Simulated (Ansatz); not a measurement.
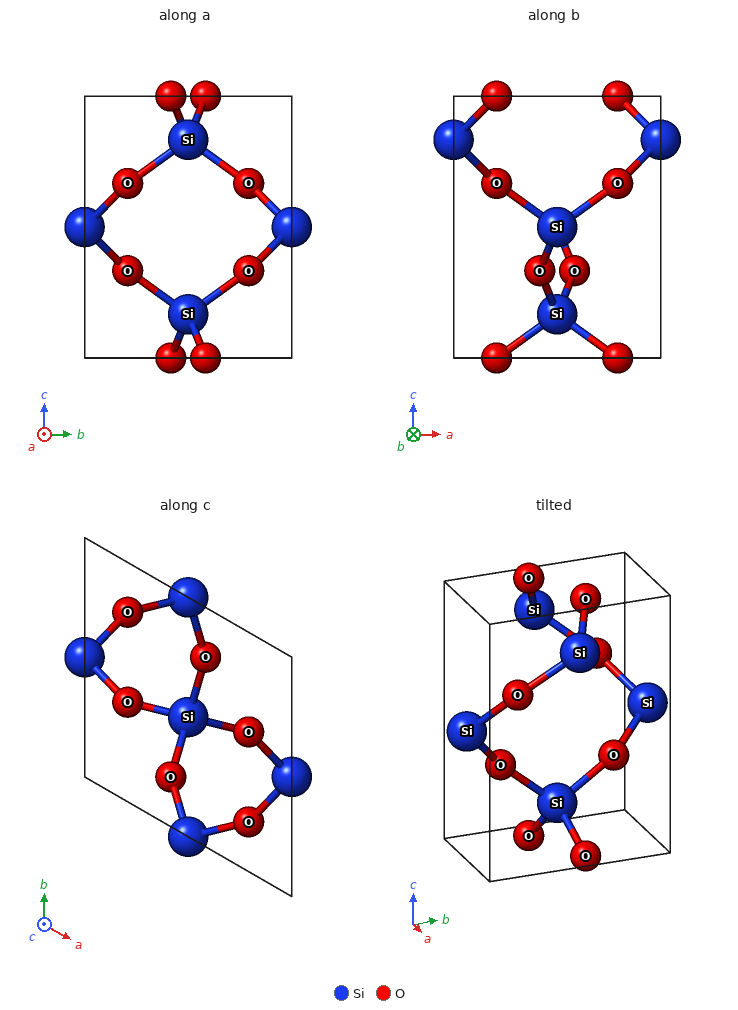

This ball-and-stick model is shown along the a axis, along the b axis, along the c axis and slightly off an axis. The conventional unit cell is drawn as a box.

Lattice parameters: a = 5.1058 Å, b = 5.1058 Å, c = 5.5853 Å, α = 90.000°, β = 90.000°, γ = 120.000°.

**Transcribe the picture into a CIF in P1 with every atom of the cell.**

```cif
data_structure
_symmetry_space_group_name_H-M 'P 1'
_symmetry_Int_Tables_number 1
_cell_length_a 5.1058
_cell_length_b 5.1058
_cell_length_c 5.5853
_cell_angle_alpha 90.000
_cell_angle_beta 90.000
_cell_angle_gamma 120.000
_cell_volume 126.10
loop_
_atom_site_label
_atom_site_type_symbol
_atom_site_fract_x
_atom_site_fract_y
_atom_site_fract_z
_atom_site_occupancy
Si1 Si 0.0000 0.5000 0.8333 1
Si2 Si 0.5000 0.5000 0.1667 1
Si3 Si 0.5000 0.0000 0.5000 1
O1 O 0.7919 0.5839 0.0000 1
O2 O 0.2081 0.4161 0.0000 1
O3 O 0.7919 0.2081 0.6667 1
O4 O 0.2081 0.7919 0.6667 1
O5 O 0.4161 0.2081 0.3333 1
O6 O 0.5839 0.7919 0.3333 1
```

The cell started as a structure type filled with these elements by a generator (whether the compound takes this form wasn't checked). Earlier steps of the study may have refined or changed the cell and positions. It went into a calculation with Ansatz.
